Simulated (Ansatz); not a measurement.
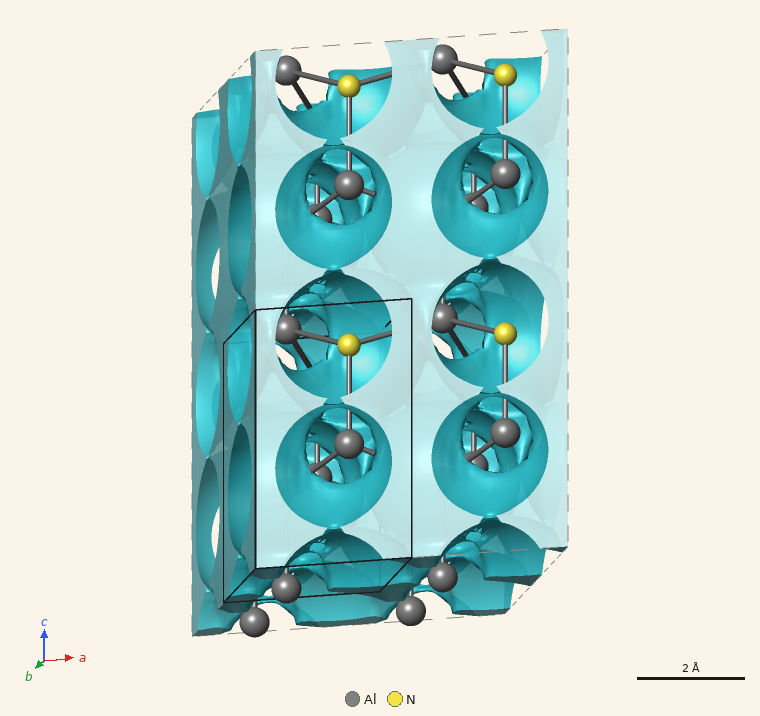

The teal surface encloses the points that the centre of a probe sphere of radius 0.15 Å can occupy in AlN (P6_3mc), computed on a grid of about 0.13 Å (2×2×2 cells shown, view from a free direction; pale faces close the region where the box cuts it).

Hard-sphere model; Shannon crystal radii (six-coordinate where tabulated): Al 0.68 Å, N 1.32 Å.

Source of the atomic positions: the end point of a relaxation with DFT, r2SCAN+rVV10, plane waves, PAW (Ansatz).

```
Al N
1.0
     3.10326    0.00000    0.00000
    -1.55163    2.68750    0.00000
     0.00000    0.00000    4.97216
Al N
2 2
Direct
  0.66667 0.33333 0.49667
  0.33333 0.66667 0.99667
  0.33333 0.66667 0.37833
  0.66667 0.33333 0.87833
```

> Is the space open to the probe made of pockets or channels?

Where they connect, they form a three-dimensional network.

> What share of the cell can the probe's centre reach?

About 29 % of the volume (12 Å³ of 41.5 Å³).

> Give the largest included and the largest free sphere.

The largest sphere that fits anywhere has a diameter of 1.72 Å; the largest that can travel through the crystal, about 0.9 Å.

> How does the connectivity change as the probe shrinks?

Below a radius of about 0.47 Å the space forms one-dimensional channels along [001]. Below a radius of about 0.46 Å the space forms a three-dimensional network. These are grid estimates, good to about 0.05 Å.
